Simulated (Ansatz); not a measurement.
One cell, run at 4 values of the k-point mesh.
The run: VN (Fm-3m, 2 atoms in the cell), by DFT, PBE, all-electron LAPW, scalar-relativistic in Ansatz; cutoff 358.21 eV, Fermi–Dirac smearing of 0.08 eV, collinear spins.
ΔE is the free energy less its value at the densest setting, 20×20×20.
Dashed lines or grey bands mark the tolerance: 1 meV/atom and 0.1 GPa.
On logarithmic panels, open markers lie below the reference value and filled ones above.
Values: 4×4×4, 7×7×7, 10×10×10 and 20×20×20.

Q: How do the results converge (to 1 meV/atom and 0.1 GPa)?

A: The free energy at the last setting but one, 10×10×10, is still more than 1 meV/atom from the densest setting's value, so the scan doesn't show it converged. The closer agreement at 7×7×7 is by chance. It is off by 17 meV/atom at 4×4×4, 0.8 meV/atom at 7×7×7 and 3.5 meV/atom at 10×10×10 (always below it). The pressure at the last setting but one, 10×10×10, is still more than 0.1 GPa from the densest setting's value, so the scan doesn't show it converged. The closer agreement at 4×4×4 and 7×7×7 is by chance. It is −2.44 GPa at 4×4×4, −2.53 GPa at 7×7×7, −2.62 GPa at 10×10×10 and −2.45 GPa at 20×20×20.

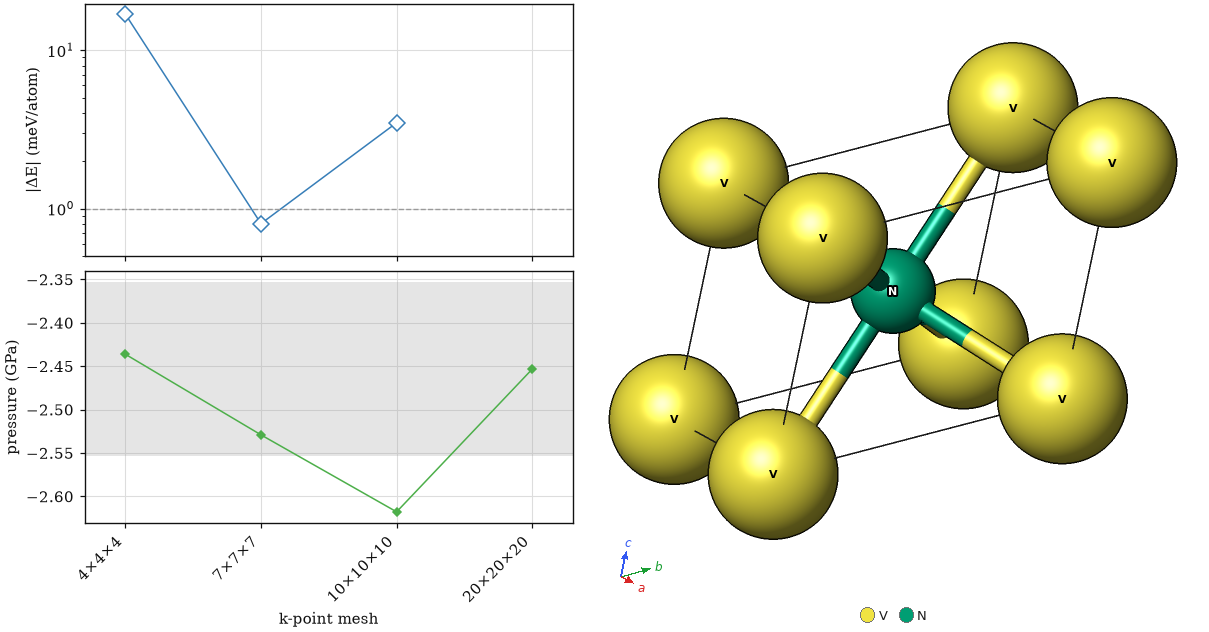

Beside the plot: the structure.
